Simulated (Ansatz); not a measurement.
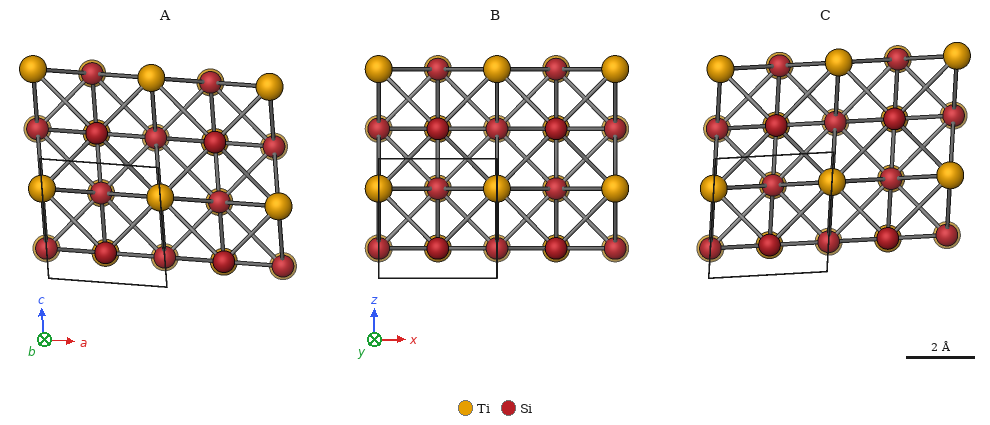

Frames of a one-coordinate scan of a crystal of TiSi2 (Cmcm). x, y and z are the Cartesian axes of the input. A ball-and-stick model of the conventional cell (2 times the calculation's cell), repeated 2 × 1 × 2 with one cell outlined, seen along the b axis. Lengths and directions refer to the drawn axes.

Method: DFT PBEsol, scalar-relativistic, plane waves, PAW (Ansatz 0.2.0). Settings: plane-wave cutoff 420 eV; k-point mesh 14 × 14 × 14; occupations gaussian; smearing width 0.15 eV; no spin polarisation. Energies (free energies at the smearing named) are counted from the relaxed crystal.

Question: What is being scanned?

Answer: The cell is strained in shear in the xz plane, with the atoms kept at their fractional coordinates. In the frames the strain is −0.15 (A), 0.00 (B), 0.1125 (C). Their energies are 151.6 meV/atom, 0.0 meV/atom, 83.7 meV/atom.
